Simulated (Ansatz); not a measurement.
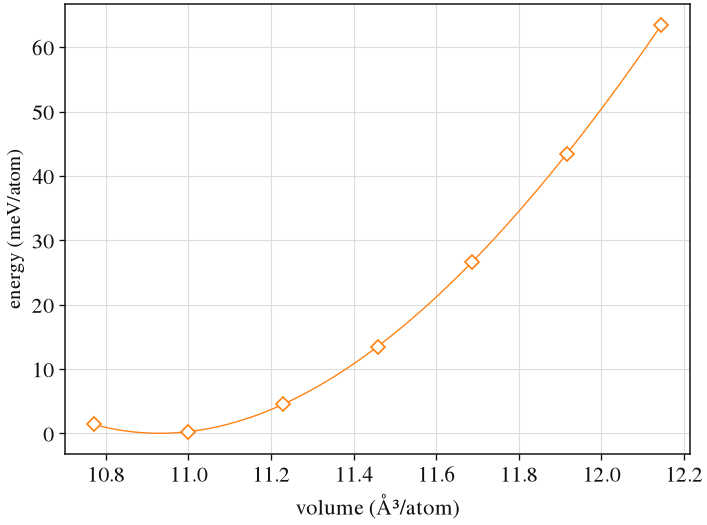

The figure shows the energy against volume for Cu, space group I4/mmm (No. 139).

Structure:
```yaml
crystal:
  lattice:
    - [-1.44279, 1.44279, 1.37608]
    - [1.44279, -1.44279, 1.37608]
    - [1.44279, 1.44279, -1.37608]
  atoms:
    - { symbol: Cu, position: [0.00000, 0.00000, 0.00000] }
```

How it was computed, with Ansatz 0.2.0: all-electron LAPW DFT, no spin polarisation; energies at scaled volumes of the given cell, shape and fractions fixed, counted from the fit's minimum, third-order Birch-Murnaghan fit. Level: LDA.

| setting | value |
| --- | --- |
| k mesh | 13×13×13 |
| occupations | Fermi–Dirac |
| smearing width | 0.05 eV |
| potentials | all electron LAPW, scalar relativistic |
| program settings | basis error eV/atom 0.001 |

This calculation gives: equilibrium volume 10.93 Å³/atom and bulk modulus 186 GPa.

Now the level changes from LDA to PBEsol. How do these quantities change?

The equilibrium volume rises from 10.93 to 11.36 Å³/atom (+3.9 %) and the bulk modulus falls from 186 to 165 GPa (−11 %).

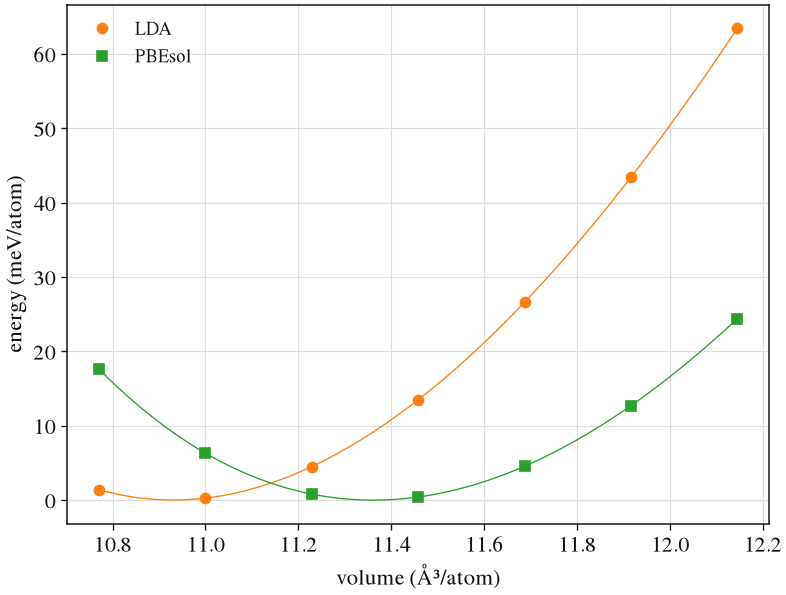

The two results together.

For both, limits of the calculation: shape and atomic fractions are frozen while scaling, which makes layered, chain and framework solids too stiff.

V0 and the bulk modulus come from third-order Birch–Murnaghan fits.
